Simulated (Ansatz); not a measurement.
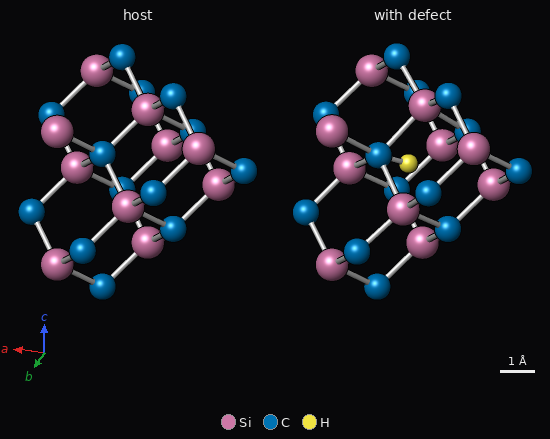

Left: perfect SiC. Right: the same region with one point defect, after relaxing the atoms in a supercell of 64 sites. The picture is a ball-and-stick view of the atoms within 3.8 Å of one point, seen from a free direction.

Theory: DFT, PBEsol, PAW, plane waves in Ansatz 0.2.0. (plane-wave cutoff 420 eV; k-point mesh 1 × 1 × 1; mesh shifted by (0.25, 0.25, 0.25); no spin polarisation) Fermi-Dirac smearing of 0.01 eV. A uniform background neutralises the charged cell. The axes drawn are those of the host's conventional cell.

Which defect is it?

Answer. An extra hydrogen atom is put between the host's atoms (an interstitial).

The charge state of the cell is +1.

What does the relaxation do around it?

Answer. The H atom starts with 4 C at 1.88 to 1.89 Å, 6 Si at 2.17 to 2.18 Å around its place and ends with 1 C at 1.13 Å. Of the host's atoms, a silicon atom moves furthest from its site, by 0.14 Å. The H atom itself moves 0.70 Å from where it was put.

Limits of the set-up: the cell is charged, on a uniform background, and energies carry no finite-size correction.
